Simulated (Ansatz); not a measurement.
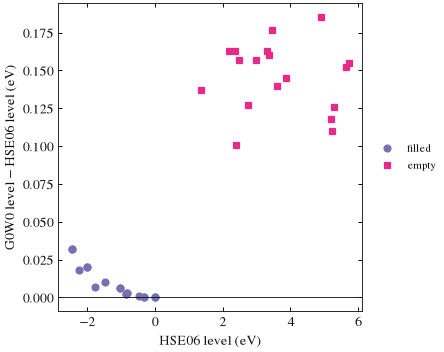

Change of each level from HSE06 to G0W0 against its HSE06 energy, both sets counted from their own valence top.

System: zincblende InP, space group F-43m, 2 atoms in the primitive cell, relaxed with r2SCAN; cubic a = 5.908 Å. Starting point: HSE06, Ansatz PAW set, no spin polarisation, no spin-orbit coupling, 6×6×6 k mesh, 420 eV cutoff, fixed occupations (Ansatz 0.2.0). Many-body step: G0W0 with empty bands 282, screening cutoff 180 eV and frequency treatment contour deformation.

**What does G0W0 do to the gap?**

Over the k points that were corrected, the smallest gap goes from 1.36 eV in HSE06 (direct at Γ) to 1.49 eV in G0W0 (direct at Γ), a change of +0.13 eV (+10 %).

**Is the correction a rigid shift of the empty levels?**

Counted from the valence top, the lowest empty level moves by +0.13 eV at Γ, +0.16 eV at L and +0.10 eV at X; over the 9 points that were corrected the shifts run from +0.10 to +0.18 eV: a spread of 0.08 eV on a mean of 0.15 eV, so one scissor shift describes this level only roughly. Only two empty levels a point were corrected, so a higher one could drop under them.

**What are the quasiparticle weights at the band edges?**

The quasiparticle weight (renormalisation factor) lies between 0.75 and 0.80 for the top filled and first empty levels.

| k point | HSE06 direct gap (eV) | G0W0 direct gap (eV) |
| --- | --- | --- |
| Γ | 1.36 | 1.49 |
| L | 3.22 | 3.37 |
| X | 4.86 | 4.93 |

The filled d shell of In makes GW gaps converge slowly, so they lie under their value at the basis limit. Spin-orbit coupling is left out, which matters for In. The k mesh is thin for GW. The PAW data sets were made with another functional. Bands, cutoffs and mesh are finite, so these values aren't at the basis limit.
